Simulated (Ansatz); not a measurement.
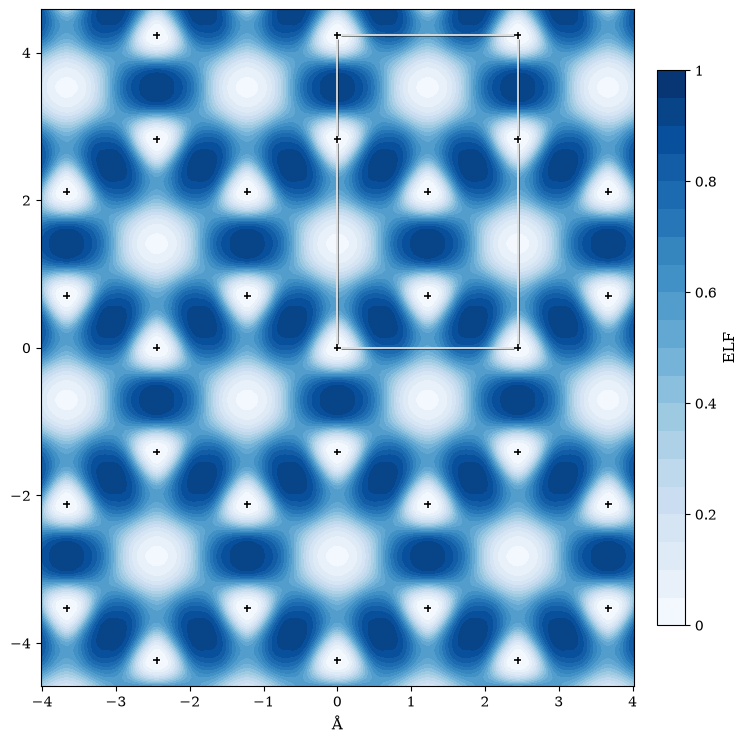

The electron localisation function on a plane through atoms (crosses mark nuclei in the plane).

Method: DFT LDA, scalar-relativistic, plane waves, PAW (Ansatz).

Candidates:
A. GaAs, a = 5.60 Å, b = 5.60 Å, c = 5.60 Å, α = 90.00°, β = 90.00°, γ = 90.00°. Space group F-43m.
B. C, a = 2.45 Å, b = 4.23 Å, c = 6.94 Å, α = 90.00°, β = 90.00°, γ = 90.00°. Space group Fmmm; a structure from a database of computed crystals, not necessarily the ambient phase; changed on purpose from its base cell (strain along c alone, the other axes held, atoms relaxed: +3.0 %).

**Which system is this?**

Candidate B: C on the (001) plane of the conventional cell, which holds C. C–C (1.41 Å): the ELF peaks at about 0.95 between the atoms.
